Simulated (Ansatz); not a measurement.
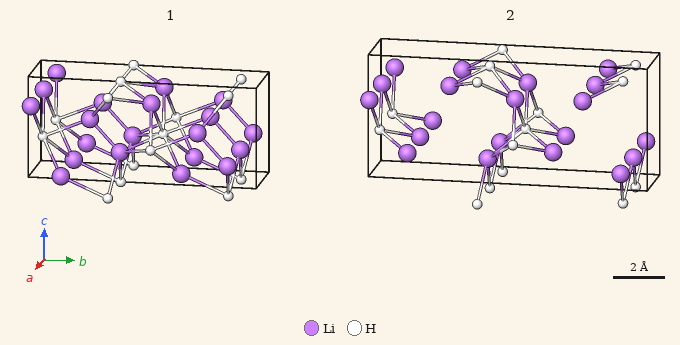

Two geometries of solid Li₂H (a generated structure, set up in Cmc2_1) (coarse preliminary run), drawn at one scale. One is the start of a relaxation, the other its converged end. A ball-and-stick model of the conventional cell (2 times the calculation's cell), repeated 2 × 1 × 1 with one cell outlined, seen slightly off an axis. Lengths and directions refer to the drawn axes.

Theory: Ansatz, DFT PBE, scalar-relativistic, plane waves, PAW. Settings: plane-wave cutoff 420 eV; k-point mesh 6 × 6 × 4; occupations gaussian; smearing width 0.1 eV; no spin polarisation; cell and atoms relaxed; force threshold 0.04 eV/Å; at most 70 steps.

### Which of the two is the end point?

Structure 2 is the relaxed one. The largest moves relative to the cell, 0.78 Å, are those of Li atoms. By element the largest moves are Li 0.78 Å, H 0.39 Å. Cell: a 2.598 → 2.552 Å (−1.8 %), b 9.194 → 11.244 Å (+22.3 %), c 4.101 → 4.985 Å (+21.6 %). Volume +46.0 %. Near-neighbour distances that change, for instance: Li–Li 1.769 → 3.273 Å, H–Li 2.060 → 3.424 Å, Li–Li 2.412 → 2.729 Å, H–Li 2.049 → 1.949 Å. Bonds break: Li–Li (1.77 → 3.27 Å). The space group stays Cmc2_1 (No. 36). The energy falls by 570 meV per atom in 8 accepted moves (10 points after the start). Largest force component: 2.2 eV/Å at the start, 0.0079 eV/Å at the end. Pressure: 16.14 GPa at the start and −0.07 GPa at the end. At 2 points the geometry stayed and the basis and grid were re-selected for the new cell (energy shift of 5.8 meV per atom at most each time).

Limits of the set-up: the k-point mesh is coarse for a cell with partly filled bands.
